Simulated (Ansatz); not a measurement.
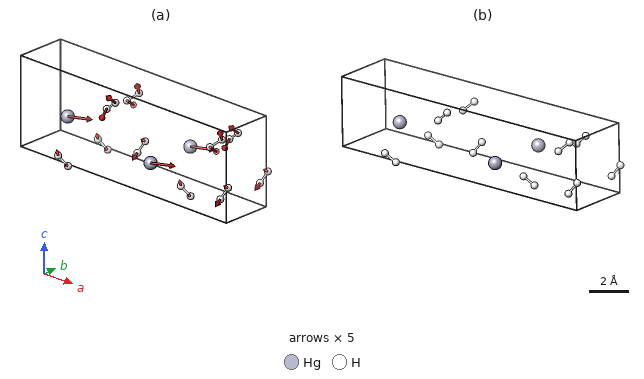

The structure of crystalline HgH$_{8}$ (a generated structure, set up in Cm) before (left) and after (right) a relaxation, at one scale. The red arrows give the displacements (the part carried along by the change of the cell is left out), magnified 5 times.

Style: ball-and-stick. Shown: the conventional cell (2 times the calculation's cell), slightly off an axis. Lengths and directions refer to the drawn axes.

Computed with DFT PBE, scalar-relativistic, plane waves, PAW in Ansatz 0.2.0.

Input file:
```yaml
crystal:
  lattice:
    - [5.8485014302, -3.9422960716, 0.5115707309]
    - [5.8485014302, 3.9422960716, 0.5115707309]
    - [-1.8995446664, 0.0, 4.3916090436]
  atoms:
    - { symbol: Hg, position: [0.3684005791, 0.3684005791, 0.6491701104] }
    - { symbol: H, position: [0.7817851128, 0.3753431124, 0.2016868063] }
    - { symbol: H, position: [0.8740288671, 0.3843290491, 0.3187138592] }
    - { symbol: H, position: [0.3843290491, 0.8740288671, 0.3187138592] }
    - { symbol: H, position: [0.3753431124, 0.7817851128, 0.2016868063] }
    - { symbol: H, position: [0.7701713917, 0.7701713917, 1.0218588872] }
    - { symbol: H, position: [0.0293224492, 0.0293224492, 0.7629248447] }
    - { symbol: H, position: [0.8182344866, 0.8182344866, 0.9490691659] }
    - { symbol: H, position: [-0.0087570079, -0.0087570079, 0.6039536107] }
basis:
  ecutwfc: 420
kpoints:
  mp_grid: { grid: [4, 4, 6] }
hamiltonian:
  xc: pbe
scf:
  occupations: { method: fixed }
output:
  forces: true
  stress: true
  eigenvalues: true
relax:
  adjacent_minimum: "off"
  f_tol: 0.001
  max_steps: 60
  cell: { stress_tol: 0.01 }
```

Command:
```bash
ansatz run input.yaml --threads 1 --pin off --max-ram 2560MiB --backend cpu --events-out ev --progress --plain --runs-dir out
```

Question: Summarise the run.

Answer: The relaxation stopped without meeting its thresholds, so the last structure isn't shown to be converged. The largest moves relative to the cell, 0.29 Å, are those of H3 and H4. H3 goes roughly along [0 1 −1]. By element the largest moves are H 0.29 Å, Hg 0.28 Å. The drawn cell changes as follows: a 11.742 → 13.028 Å (+11.0 %), b 7.885 → 8.564 Å (+8.6 %), c 4.785 → 3.669 Å (−23.3 %), β 108.4° → 104.3°; the volume changes by −5.6 %. The space group stays Cm (No. 8). Over 56 accepted moves (59 points after the start) the energy falls by 2.2 meV per atom. Largest force component: 0.0088 eV/Å at the start, 0.00086 eV/Å at the end. Pressure: 0.01 GPa at the start and 0.00 GPa at the end. The SCF was repeated 3 times at an unchanged geometry on a basis and grid sized afresh for the cell, which shifted the energy by 0.2 meV per atom at most.
